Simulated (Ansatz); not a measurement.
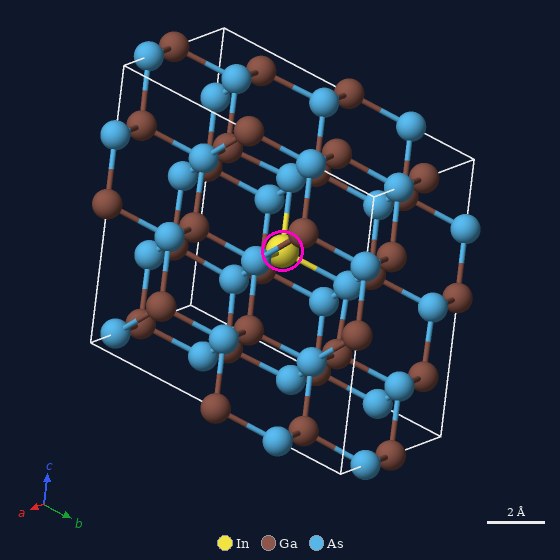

The figure gives a ball-and-stick picture of the atoms, viewed slightly off an axis. The supercell is drawn as a box. The host is GaAs, in a cell of 32 sites, and the cell is neutral. A ring marks the defect's site.

> What imperfection does the supercell contain?

Indium on a gallium site (a substitutional impurity). It is bonded to four As in a tetrahedral arrangement at about 2.6 Å.

The atoms were relaxed in the host's cell with DFT PBE, scalar-relativistic, plane waves, PAW in Ansatz 0.2.0.
